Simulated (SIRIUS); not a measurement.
System: Al (space group Fm-3m).

Computed with SIRIUS 7.12.0: all-electron LAPW DFT, no spin polarisation; energies at scaled volumes of the given cell, shape and fractions fixed, counted from the fit's minimum, third-order Birch-Murnaghan fit. All runs: no spin polarisation.

- k mesh: 11×11×11
- occupations: Fermi–Dirac
- smearing width: 0.05 eV
- potentials: all electron FP LAPW

Describe the result: the energy against volume, with one curve for each functional. The cases: PBEsol; WC; BLYP; AM05; RPBE.

The fitted equilibrium volumes, smallest first, are AM05 16.089, PBEsol 16.200, WC 16.263, RPBE 16.821, BLYP 17.377 Å³/atom. The fitted bulk moduli, smallest first, are BLYP 58.5, RPBE 76.8, WC 81.3, PBEsol 83.1, AM05 86.9 GPa.

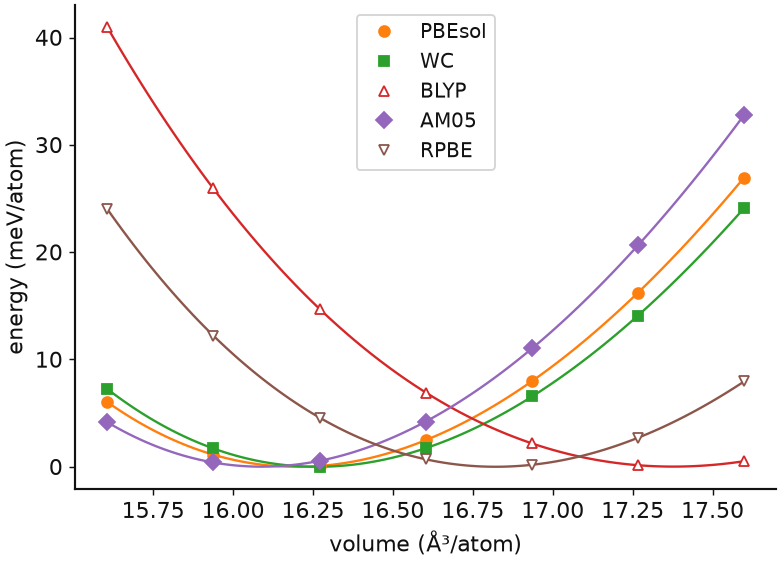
